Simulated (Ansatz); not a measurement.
**ZnO: geometry relaxation (part 2 of 2)**

Continued. System: ZnO (8 atoms in the cell). Method: DFT PBE, scalar-relativistic, plane waves, PAW, no spin polarisation (Ansatz 0.2.0); cutoff 420 eV, 6×6×8 k-mesh, Gaussian smearing of 0.02 eV. The structure derives from a Materials Project entry.

Geometry of the input (Å; fractional positions):
```
5.5176  0.0000  0.0000
0.0000  5.5176  0.0000
0.0000  0.0000  3.2588
Zn 0.1820  0.1820  0.5000
Zn 0.8180  0.8180  0.5000
Zn 0.6820  0.3180  0.0000
Zn 0.3180  0.6820  0.0000
O  0.8172  0.1828  0.5000
O  0.1828  0.8172  0.5000
O  0.6828  0.6828  0.0000
O  0.3172  0.3172  0.0000
```

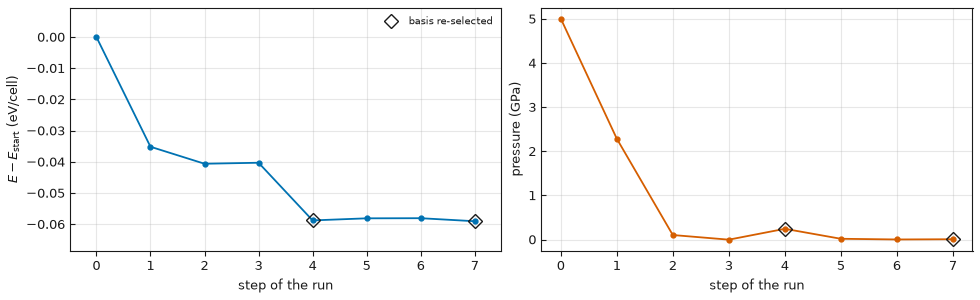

Figure 1. Progress of the relaxation, step by step (the first geometry is step 0 here and step 1 in the log).

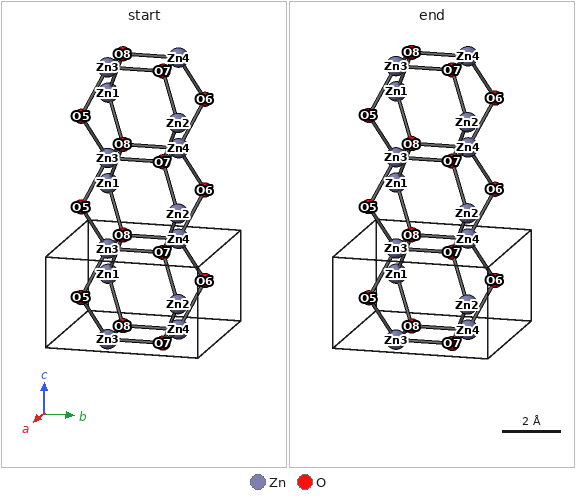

Figure 2. Before (left) and after (right) the relaxation, at one scale (ball-and-stick view of the cell of the calculation, repeated 1 × 1 × 3, seen slightly off an axis). The energy falls by 58.1 meV per cell of the calculation in 5 geometry steps. The largest force component goes from 0.025 to under 0.0001 eV/Å. The pressure goes from 5.01 to 0.01 GPa. 1 further SCF at an unchanged geometry re-selected the plane-wave basis for the new cell. The largest moves relative to the cell, 0.009 Å, are those of O5, O6, O7 and O8. Largest moves by element: O 0.009 Å, Zn 0.002 Å. The drawn cell changes as follows: a = b 5.518 → 5.608 Å (+1.6 %), c 3.259 → 3.279 Å (+0.6 %); the volume changes by +4.0 %. Distances before and after: Zn1–O5 2.012 → 2.037 Å, Zn1–O8 1.941 → 1.966 Å. The space group stays P4_2/mnm (No. 136). The energy change given includes the shifts at the re-selections in mid-walk, which come without any move. A last SCF at the same geometry on a re-selected plane-wave basis shifts the energy by −1.0 meV per cell of the calculation. (Atoms are counted from 1 in the order of the input.)

```
basis re-selected at this cell: Δ(F+E_penalty+E_count) = -9.717e-4 eV, ΔP = +0.005 GPa vs the last step (what re-selecting the basis moved, of the pressure what is left beyond the Pulay correction that the steps carried, after the strain that the cell walked since its last selection, with what the two solves' SCF thresholds leave and, on support functions, any second-order correction that the steps lacked; it is no measure of the basis error at this ecutwfc). This SCF's stress stands 9.40e-3 GPa from its target on what of the cell is left free (relax.cell.stress_tol is 5.00e-2 GPa) and its largest allowed force component is 3.11e-5 eV/Å (relax.f_tol is 5.00e-3 eV/Å): within both
SCF converged after 5 iterations
Free energy (F): -15547.205150 eV
Harris-Foulkes:  -15547.205150 eV  (|F-HF|=3.35e-10)
Internal energy: -15547.205150 eV  (E = F + TS)
E sigma→0 (E₀):  -15547.205150 eV
Fermi energy:    6.615457 eV
--- Per-component energies (eV) ---
  E_band       = 64.122554
  E_kinetic    = 1219.885440
  E_local      = -8445.336876  (includes V_loc(G=0)·N_el)
  E_nonlocal   = 2670.386418
  E_hartree    = 3478.221213
  E_xc         = -838.408600
  E_vxc        = -577.609880  (∫ρ·V_xc dr)
  E_paw        = -7961.221756  (= ΣΔE_a)
  E_vpaw       = -1759.653872  (= ΣTr[D̂ρ^β])
  E_aug_tail   = 0.008265  (compensation charges beyond the density's cutoff)
  E_ewald      = -5670.739254
  E_smearing   = -0.000000  (= −TS)
  E_closure    = 0.000000  (closes the sum)
  Σ components = -15547.205150   (vs F -15547.205150, Δ=0.00e0)
--- Forces (eV/Å), atoms counted from 1 ---
  atom   1  Zn    -0.00003112    -0.00003112     0.00000000
  atom   2  Zn     0.00003112     0.00003112     0.00000000
  atom   3  Zn    -0.00003112     0.00003112     0.00000000
  atom   4  Zn     0.00003112    -0.00003112     0.00000000
  atom   5  O     -0.00000916     0.00000916     0.00000000
  atom   6  O      0.00000916    -0.00000916     0.00000000
  atom   7  O      0.00000916     0.00000916     0.00000000
  atom   8  O     -0.00000916    -0.00000916     0.00000000
  max |Σ_I F_I| component: 2.60e-18 eV/Å
--- Stress (GPa, compression-positive) ---
        0.009402       0.000000       0.000000
        0.000000       0.009402       0.000000
        0.000000       0.000000      -0.000978
  P = ⅓ Tr σ = 0.0059 GPa (0.059 kbar)
--- Band table (eV; the first three rows and the last of 50) ---
  k-point 0: bands = ["-11.5864", "-10.9273", "-10.9273", "-10.8504", "0.1571", "0.3258", "0.4451", "0.6809", "0.6809", "0.8578", "0.8578", "0.9242", "1.2774", "1.4117", "1.4117", "1.5188", "1.5788", "1.6288", "1.6769", "1.8525", "1.8525", "1.9063", "2.0444", "2.0444", "2.1941", "2.6192", "2.8916", "2.8916", "4.0372", "5.0427", "5.4230", "5.4230", "5.8010", "6.0513", "6.0513", "6.2360", "6.9949", "11.3683", "11.3683", "13.1708", "13.4848", "14.6144", "14.8142", "16.3437"]
  k-point 1: bands = ["-11.5287", "-10.8979", "-10.8979", "-10.8466", "0.3040", "0.3262", "0.4510", "0.7423", "0.7423", "0.8474", "0.8474", "0.9442", "1.3138", "1.4293", "1.4293", "1.4944", "1.5482", "1.5715", "1.6539", "1.7939", "1.8471", "1.8471", "2.0497", "2.0497", "2.5583", "2.6064", "2.9204", "2.9204", "3.6271", "4.8737", "5.1024", "5.1024", "5.5506", "5.7332", "5.9567", "5.9567", "7.8297", "11.7875", "11.7875", "13.5118", "13.6806", "14.5012", "14.6856", "16.3264"]
  k-point 2: bands = ["-11.3751", "-10.8488", "-10.8260", "-10.8260", "0.2418", "0.6210", "0.6499", "0.7843", "0.7843", "0.9272", "0.9272", "0.9931", "1.2840", "1.4061", "1.5246", "1.5246", "1.5983", "1.6045", "1.6150", "1.7270", "1.8443", "1.8443", "2.0331", "2.0331", "2.5096", "2.8625", "2.9197", "2.9197", "3.1692", "4.2537", "4.5342", "4.5342", "4.8380", "5.5145", "5.6785", "5.6785", "9.0798", "12.7358", "12.7358", "13.6165", "14.1127", "14.3382", "14.4976", "16.1656"]
  k-point 49: bands = ["-10.9694", "-10.9694", "-10.7388", "-10.7388", "0.3418", "0.3418", "0.4639", "0.4639", "0.9473", "0.9473", "1.0508", "1.0508", "1.1040", "1.1040", "1.1673", "1.1673", "1.8593", "1.8593", "1.8974", "1.8974", "1.9667", "1.9667", "2.0826", "2.0826", "2.4058", "2.4058", "2.7467", "2.7467", "4.1873", "4.1873", "4.8895", "4.8895", "4.9269", "4.9269", "4.9770", "4.9770", "11.7939", "11.7939", "12.0727", "12.0727", "13.9548", "13.9548", "14.6252", "14.6252"]
--- Relaxed structure (6 steps of the walk, 6 accepted, 2 SCFs on fresh bases) ---
  F+E_penalty+E_count = -15547.20515014 eV   max|allowed force component| = 3.112e-5 eV/Å   (the final SCF, on the basis selected at the relaxed cell)
  cell:  # Å, volume = 103.1444 Å³
    - [5.608465902413944, 6.3484071331400516e-34, 0.0]
    - [6.3484071331400516e-34, 5.608465902413944, 0.0]
    - [0.0, 0.0, 3.2791201898638436]
  atoms:
    - { symbol: Zn, position: [0.1816771468350891, 0.1816771468350891, 0.49999999999999994] }
    - { symbol: Zn, position: [0.8183228531649109, 0.8183228531649109, 0.49999999999999994] }
    - { symbol: Zn, position: [0.681677146835089, 0.3183228531649109, 0.0] }
    - { symbol: Zn, position: [0.3183228531649109, 0.681677146835089, 0.0] }
    - { symbol: O, position: [0.8184281440995366, 0.1815718559004634, 0.49999999999999994] }
    - { symbol: O, position: [0.1815718559004634, 0.8184281440995366, 0.49999999999999994] }
    - { symbol: O, position: [0.6815718559004633, 0.6815718559004633, 0.0] }
    - { symbol: O, position: [0.31842814409953657, 0.31842814409953657, 0.0] }
```

Trajectory as extended XYZ (Å, eV, eV/Å), 8 frames, from step=1 to step=8:
```
8
Lattice="5.5176 0.0000 0.0000 0.0000 5.5176 0.0000 0.0000 0.0000 3.2588" Properties=species:S:1:pos:R:3:forces:R:3 step=1 energy=-15547.14610 pressure_GPa=5.01
Zn    1.0040    1.0040    1.6294    0.0251   0.0251   0.0000
Zn    4.5135    4.5135    1.6294   -0.0251  -0.0251   0.0000
Zn    3.7628    1.7547    0.0000    0.0251  -0.0251   0.0000
Zn    1.7547    3.7628    0.0000   -0.0251   0.0251   0.0000
O     4.5092    1.0084    1.6294   -0.0072   0.0072   0.0000
O     1.0084    4.5092    1.6294    0.0072  -0.0072   0.0000
O     3.7671    3.7671    0.0000    0.0072   0.0072   0.0000
O     1.7504    1.7504    0.0000   -0.0072  -0.0072   0.0000
8
Lattice="5.5607 0.0000 0.0000 0.0000 5.5607 0.0000 0.0000 0.0000 3.2708" Properties=species:S:1:pos:R:3:forces:R:3 step=2 energy=-15547.18128 pressure_GPa=2.28
Zn    1.0114    1.0114    1.6354    0.0049   0.0049   0.0000
Zn    4.5493    4.5493    1.6354   -0.0049  -0.0049   0.0000
Zn    3.7918    1.7690    0.0000    0.0049  -0.0049   0.0000
Zn    1.7690    3.7918    0.0000   -0.0049   0.0049   0.0000
O     4.5465    1.0143    1.6354    0.0080  -0.0080   0.0000
O     1.0143    4.5465    1.6354   -0.0080   0.0080   0.0000
O     3.7946    3.7946    0.0000   -0.0080  -0.0080   0.0000
O     1.7661    1.7661    0.0000    0.0080   0.0080   0.0000
8
Lattice="5.5981 0.0000 0.0000 0.0000 5.5981 0.0000 0.0000 0.0000 3.2811" Properties=species:S:1:pos:R:3:forces:R:3 step=3 energy=-15547.18672 pressure_GPa=0.10
Zn    1.0184    1.0184    1.6405   -0.0064  -0.0064   0.0000
Zn    4.5797    4.5797    1.6405    0.0064   0.0064   0.0000
Zn    3.8174    1.7807    0.0000   -0.0064   0.0064   0.0000
Zn    1.7807    3.8174    0.0000    0.0064  -0.0064   0.0000
O     4.5802    1.0179    1.6405    0.0062  -0.0062   0.0000
O     1.0179    4.5802    1.6405   -0.0062   0.0062   0.0000
O     3.8170    3.8170    0.0000   -0.0062  -0.0062   0.0000
O     1.7811    1.7811    0.0000    0.0062   0.0062   0.0000
8
Lattice="5.6004 0.0000 0.0000 0.0000 5.6004 0.0000 0.0000 0.0000 3.2813" Properties=species:S:1:pos:R:3:forces:R:3 step=4 energy=-15547.18640 pressure_GPa=-0.00
Zn    1.0185    1.0185    1.6406   -0.0043  -0.0043   0.0000
Zn    4.5818    4.5818    1.6406    0.0043   0.0043   0.0000
Zn    3.8187    1.7816    0.0000   -0.0043   0.0043   0.0000
Zn    1.7816    3.8187    0.0000    0.0043  -0.0043   0.0000
O     4.5823    1.0181    1.6406    0.0041  -0.0041   0.0000
O     1.0181    4.5823    1.6406   -0.0041   0.0041   0.0000
O     3.8182    3.8182    0.0000   -0.0041  -0.0041   0.0000
O     1.7821    1.7821    0.0000    0.0041   0.0041   0.0000
8
Lattice="5.6004 0.0000 0.0000 0.0000 5.6004 0.0000 0.0000 0.0000 3.2813" Properties=species:S:1:pos:R:3:forces:R:3 step=5 energy=-15547.20488 pressure_GPa=0.24
Zn    1.0185    1.0185    1.6406   -0.0049  -0.0049   0.0000
Zn    4.5818    4.5818    1.6406    0.0049   0.0049   0.0000
Zn    3.8187    1.7816    0.0000   -0.0049   0.0049   0.0000
Zn    1.7816    3.8187    0.0000    0.0049  -0.0049   0.0000
O     4.5823    1.0181    1.6406    0.0045  -0.0045   0.0000
O     1.0181    4.5823    1.6406   -0.0045   0.0045   0.0000
O     3.8182    3.8182    0.0000   -0.0045  -0.0045   0.0000
O     1.7821    1.7821    0.0000    0.0045   0.0045   0.0000
8
Lattice="5.6088 0.0000 0.0000 0.0000 5.6088 0.0000 0.0000 0.0000 3.2785" Properties=species:S:1:pos:R:3:forces:R:3 step=6 energy=-15547.20422 pressure_GPa=0.02
Zn    1.0190    1.0190    1.6392   -0.0019  -0.0019   0.0000
Zn    4.5897    4.5897    1.6392    0.0019   0.0019   0.0000
Zn    3.8234    1.7854    0.0000   -0.0019   0.0019   0.0000
Zn    1.7854    3.8234    0.0000    0.0019  -0.0019   0.0000
O     4.5904    1.0184    1.6392    0.0019  -0.0019   0.0000
O     1.0184    4.5904    1.6392   -0.0019   0.0019   0.0000
O     3.8228    3.8228    0.0000   -0.0019  -0.0019   0.0000
O     1.7860    1.7860    0.0000    0.0019   0.0019   0.0000
8
Lattice="5.6085 0.0000 0.0000 0.0000 5.6085 0.0000 0.0000 0.0000 3.2791" Properties=species:S:1:pos:R:3:forces:R:3 step=7 energy=-15547.20418 pressure_GPa=0.00
Zn    1.0189    1.0189    1.6396    0.0000   0.0000   0.0000
Zn    4.5895    4.5895    1.6396    0.0000   0.0000   0.0000
Zn    3.8232    1.7853    0.0000    0.0000   0.0000   0.0000
Zn    1.7853    3.8232    0.0000    0.0000   0.0000   0.0000
O     4.5901    1.0183    1.6396    0.0000   0.0000   0.0000
O     1.0183    4.5901    1.6396    0.0000   0.0000   0.0000
O     3.8226    3.8226    0.0000    0.0000   0.0000   0.0000
O     1.7859    1.7859    0.0000    0.0000   0.0000   0.0000
8
Lattice="5.6085 0.0000 0.0000 0.0000 5.6085 0.0000 0.0000 0.0000 3.2791" Properties=species:S:1:pos:R:3:forces:R:3 step=8 energy=-15547.20515 pressure_GPa=0.01
Zn    1.0189    1.0189    1.6396    0.0000   0.0000   0.0000
Zn    4.5895    4.5895    1.6396    0.0000   0.0000   0.0000
Zn    3.8232    1.7853    0.0000    0.0000   0.0000   0.0000
Zn    1.7853    3.8232    0.0000    0.0000   0.0000   0.0000
O     4.5901    1.0183    1.6396    0.0000   0.0000   0.0000
O     1.0183    4.5901    1.6396    0.0000   0.0000   0.0000
O     3.8226    3.8226    0.0000    0.0000   0.0000   0.0000
O     1.7859    1.7859    0.0000    0.0000   0.0000   0.0000
```

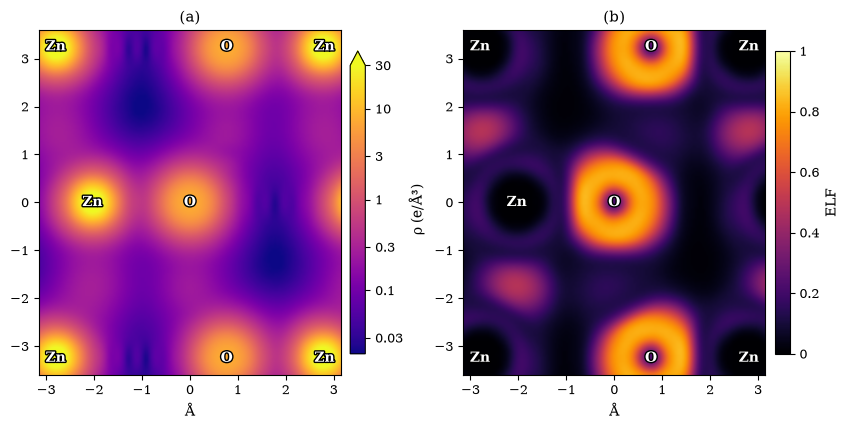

Figure 3. (a) valence pseudo-density; (b) ELF on the (101) plane of the conventional cell. The plane passes through Zn and O nuclei. Zn–O (2.04 Å): ρ at the midpoint is about 0.51 e/Å³; the ELF is about 0.25 at the midpoint. Away from the nuclei the density in this plane falls to 0.02 e/Å³ at its lowest. Core electrons are frozen (PAW), so the fields are smoothed inside the atomic spheres.

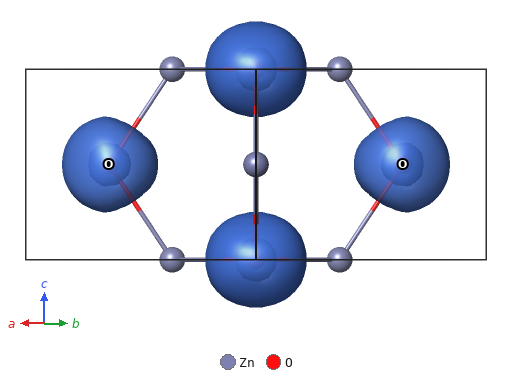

Figure 4. Isosurface of the ELF at 0.7 (blue), seen along [110]. Core shells and regions of very low density are left out. Sticks mark near contacts. The outline is the cell set on symmetry axes. Profiles from the grid: Zn–O (1.97 Å): the ELF is about 0.25 at the midpoint. Zn–O (2.04 Å): the ELF is about 0.25 at the midpoint.

Key numbers:

```csv
quantity,value
outcome,converged
space group (tolerance 0.01 Å),P4₂/mnm (136)
electrons treated,72
free energy,−15547.2052 eV
Fermi energy,6.615 eV
gap on the k-point mesh,0.76 eV
pressure,0.01 GPa
final volume,103.14 Å³
largest force (length of the vector) at the end,under 0.001 eV/Å
final cell,"a = 5.608 Å, b = 5.608 Å, c = 3.279 Å, α = 90.00°, β = 90.00°, γ = 90.00°"
hardware,"2 threads of Arm Neoverse V2, 24 GiB of memory available, shared host"
wall time,50 s (CPU time 98 s)
peak memory,0.49 GiB
```
